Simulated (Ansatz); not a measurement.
**Energy of Rh along a strain of the cell**

System: Rh (P6₃/mmc, 2 atoms in the cell).
Method: DFT r2SCAN, scalar-relativistic, plane waves, PAW, no spin polarisation (Ansatz 0.2.0).

The 5 runs differ only in the geometry, by a strain of the cell at fixed fractional positions. Against run 3, the strain is εxx = η and εyy = η. The structure derives from a Materials Project entry.

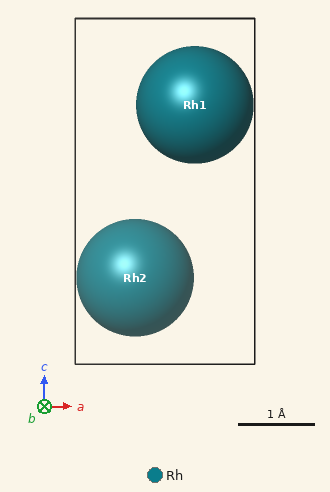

Figure 1. The structure of run 3 (spheres-only view of the cell of the calculation, along the b axis; atoms are numbered from 1 in the order of the input). An atom can appear more than once, as a periodic image.

**Input of run 3**
```yaml
crystal:
  lattice:
    - [2.7309790422, 0.0, 0.0]
    - [-1.3654895211, 2.3650972278, 0.0]
    - [0.0, 0.0, 4.56134367]
  atoms:
    - { symbol: Rh, position: [0.6666666667, 0.3333333333, 0.75] }
    - { symbol: Rh, position: [0.3333333333, 0.6666666667, 0.25] }
basis:
  ecutwfc: 500
kpoints:
  mp_grid: { grid: [18, 18, 12] }
hamiltonian:
  xc: r2scan
scf:
  occupations: { method: gaussian, width: 0.15 }
output:
  forces: true
  stress: true
  eigenvalues: true
```

Command:
```bash
ansatz run input.yaml --threads 1 --pin off --max-ram 2560MiB --backend cpu --events-out ev --progress --plain --runs-dir out
```

Run 4 differs from it as follows:
```diff
-    - [2.7309790422, 0.0, 0.0]
-    - [-1.3654895211, 2.3650972278, 0.0]
+    - [2.7719437279, 0.0, 0.0]
+    - [-1.3859718639, 2.4005736862, 0.0]
```

**Results, with one run withheld**

| run | strain parameter η (%) | free energy per atom, from the lowest run given (meV) | pressure (GPa) |
| --- | --- | --- | --- |
| 1 | −3.0000 | 0.00 | −0.80 |
| 2 | −1.5000 | 1.17 | −8.96 |
| 3 | 0.0000 | 26.99 | −15.63 |
| 4 | 1.5000 | ? | ? |
| 5 | 3.0000 | 136.33 | −25.38 |

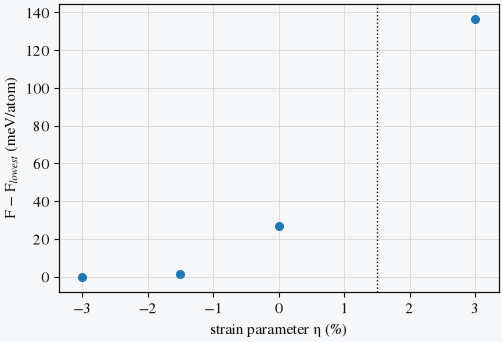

Figure 2. Free energy per atom of the runs given; the dotted line marks run 4.

Estimate the energy of run 4 from the others.

A quadratic polynomial in the coordinate, fitted to the 4 runs given, misses them by at most 1.18 meV per atom. With x = η + 0.3750, it reads F = 18.201 + 19.327 x + 4.6571 x² (meV per atom). At run 4 it gives 70.81 meV per atom, and the run itself gives 73.22. The fit has its minimum at η = −2.4500 %. The miss comes from the order of the polynomial or from scatter in that run; these data can't tell which.

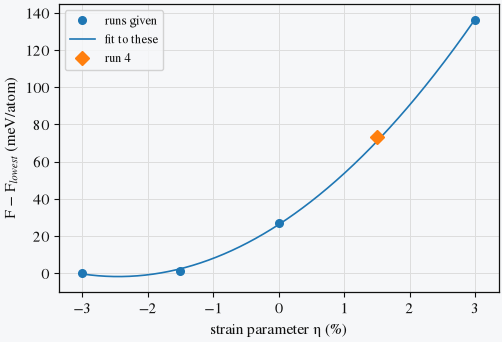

Figure 3. The fit and the withheld run.

**Output, shortened to warnings, some set-up lines, iterations and results (run 4)**
```
Basis set: ecut = 500 eV, 761 PW (Γ), exchange–correlation on 96×96×144 points (64 copies of the dense FFT grid, shifted against one another)
Symmetry: 24 space group operations
k-points: 259 of 3888
Initial density: superposition of atomic densities (neutral atoms: chi_scale 0, normalization atom), corrected by the library's trained network
[...]
SCF iter   1: F=—  HF=-12830.240860 eV  |F-HF|=—  |Δ(HF+E_count)|=         —  Δρ=1.03e-2  dr2=8.49e-3  dr2_τ=9.01e-3  ethr=1.77e-3  ⟨swp⟩=4.8  Hψ=21102  notcnv=0
SCF iter   2: F=—  HF=-12830.258490 eV  |F-HF|=—  |Δ(HF+E_count)|=   1.76e-2  Δρ=6.11e-3  dr2=3.71e-3  dr2_τ=4.86e-4  ethr=2.50e-5  ⟨swp⟩=2.0  Hψ=9859  notcnv=0
SCF iter   3: F=—  HF=-12830.260456 eV  |F-HF|=—  |Δ(HF+E_count)|=   1.97e-3  Δρ=5.09e-4  dr2=4.33e-5  dr2_τ=2.96e-5  ethr=1.09e-5  ⟨swp⟩=2.2  Hψ=8137  notcnv=0
SCF iter   4: F=—  HF=-12830.260512 eV  |F-HF|=—  |Δ(HF+E_count)|=   5.61e-5  Δρ=1.94e-4  dr2=7.88e-6  dr2_τ=5.54e-7  ethr=1.27e-7  ⟨swp⟩=2.0  Hψ=9580  notcnv=0
SCF iter   5: F=—  HF=-12830.260519 eV  |F-HF|=—  |Δ(HF+E_count)|=   7.17e-6  Δρ=5.47e-5  dr2=8.11e-7  dr2_τ=7.41e-8  ethr=2.32e-8  ⟨swp⟩=2.0  Hψ=7638  notcnv=0
SCF iter   6: F=—  HF=-12830.260520 eV  |F-HF|=—  |Δ(HF+E_count)|=   1.07e-6  Δρ=2.36e-5  dr2=1.37e-7  dr2_τ=5.66e-9  ethr=2.94e-10  ⟨swp⟩=5.6  Hψ=24148  notcnv=0
SCF iter   7: F=-12830.260520 eV  HF=-12830.260520 eV  |F-HF|=2.47e-8  |Δ(HF+E_count)|=   3.39e-7  Δρ=7.02e-6  dr2=9.63e-9  dr2_τ=1.19e-9  ethr=2.94e-10  ⟨swp⟩=5.1  Hψ=21712  …
SCF 1 converged in 7 iterations: F = -12830.260520 eV  dr2 = 9.63e-9
SCF converged after 7 iterations
Free energy (F): -12830.260520 eV
Harris-Foulkes:  -12830.260520 eV  (|F-HF|=2.47e-8)
Internal energy: -12830.218245 eV  (E = F + TS)
E sigma→0 (E₀):  -12830.239383 eV
Entropy (-TS):   -0.042275 eV (-21.138 meV/atom)
Fermi energy:    19.580030 eV
--- Per-component energies (eV) ---
  E_band       = -283.722750
  E_kinetic    = 1140.408881
  E_local      = -3370.782932  (includes V_loc(G=0)·N_el)
  E_nonlocal   = 711.455451
  E_hartree    = 1183.359238
  E_xc         = -430.924045
  E_vxc        = -624.280347  (∫ρ·V_xc dr)
  E_paw        = -7208.443569  (= ΣΔE_a)
  E_vpaw       = -549.562389  (= ΣTr[D̂ρ^β])
  E_aug_tail   = 0.001234  (compensation charges beyond the density's cutoff)
  E_vtau       = 42.322660  (kinetic-family band-sum trace: ∫τ·v_τ [+ j·A + Jᵃ·Aᵃ] dr)
  E_ewald      = -4854.552585
  E_core_change = -0.739919  (= ΣΔE_core)
  E_smearing   = -0.042275  (= −TS)
  E_closure    = -0.000000  (closes the sum)
  Σ components = -12830.260520   (vs F -12830.260520, Δ=0.00e0)
--- Forces (eV/Å), atoms counted from 1 ---
  atom   1  Rh    -0.00000000     0.00000000     0.00000000
  atom   2  Rh     0.00000000    -0.00000000     0.00000000
  max |Σ_I F_I| component: 4.63e-18 eV/Å
--- Stress (GPa, compression-positive) ---
      -19.719046       0.000000       0.000000
       -0.000000     -19.719046       0.000000
        0.000000       0.000000     -23.693267
  P = ⅓ Tr σ = -21.0438 GPa (-210.438 kbar)
```
